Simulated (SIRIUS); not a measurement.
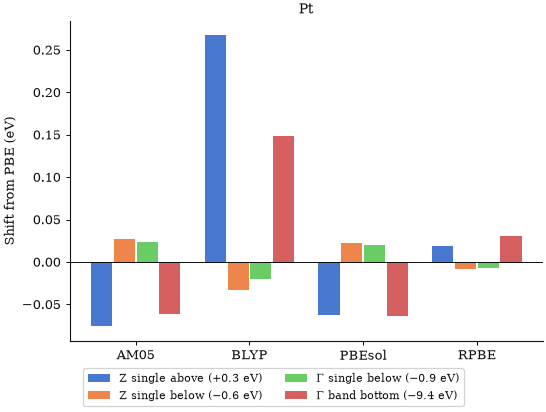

Levels near the Fermi level of Pt, space group P-1, close to C2/m, 1 atom in the cell (a = 2.74 Å, b = 2.76 Å, c = 2.72 Å, α = 109.34°, β = 109.59°, γ = 109.30°), a metal, by five methods on one cell, as shifts from PBE. Each level is counted from the Fermi level of its run and named by k point, degeneracy (spin aside) and side; the legend gives its PBE energy; the band bottom is the lowest valence level above the core-like shells. In reduced coordinates of the cell that was run, Z is (−0.5, 0, 0).

### Which method departs most from PBE, and how?

BLYP: it moves Z single above by +0.27 eV, Z single below by −0.03 eV, Γ single below by −0.02 eV and Γ band bottom by +0.15 eV. At these levels the other methods stay within 0.08 eV of PBE.

### How does the occupied bandwidth compare?

The Fermi level lies 9.45 eV (AM05), 9.24 eV (BLYP), 9.39 eV (PBE), 9.45 eV (PBEsol) and 9.36 eV (RPBE) above the band bottom.

```
method  Z single above (eV)  Z single below (eV)  Γ single below (eV)  Γ band bottom (eV)
  AM05                 0.24                −0.55                −0.85               −9.45
  BLYP                 0.59                −0.61                −0.89               −9.24
   PBE                 0.32                −0.58                −0.87               −9.39
PBEsol                 0.26                −0.56                −0.85               −9.45
  RPBE                 0.34                −0.58                −0.88               −9.36
```

Settings. AM05: all-electron FP-LAPW, 12×12×12 k mesh, Fermi-Dirac smearing of 0.05 eV (SIRIUS). BLYP: all-electron FP-LAPW, 12×12×12 k mesh, Fermi-Dirac smearing of 0.05 eV (SIRIUS). PBE: all-electron FP-LAPW, 12×12×12 k mesh, Fermi-Dirac smearing of 0.05 eV (SIRIUS 7.12.0). PBEsol: all-electron FP-LAPW, 12×12×12 k mesh, Fermi-Dirac smearing of 0.05 eV (SIRIUS 7.12.0). RPBE: all-electron FP-LAPW, 12×12×12 k mesh, Fermi-Dirac smearing of 0.05 eV (SIRIUS 7.12.0). No run carries moments or holds spin-orbit coupling.

Spin-orbit coupling is left out, which matters for Pt. This isn't the form of Pt at room conditions, which is fcc. Cell and atoms were moved off the database entry at random. The Fermi levels are those of this mesh and smearing.
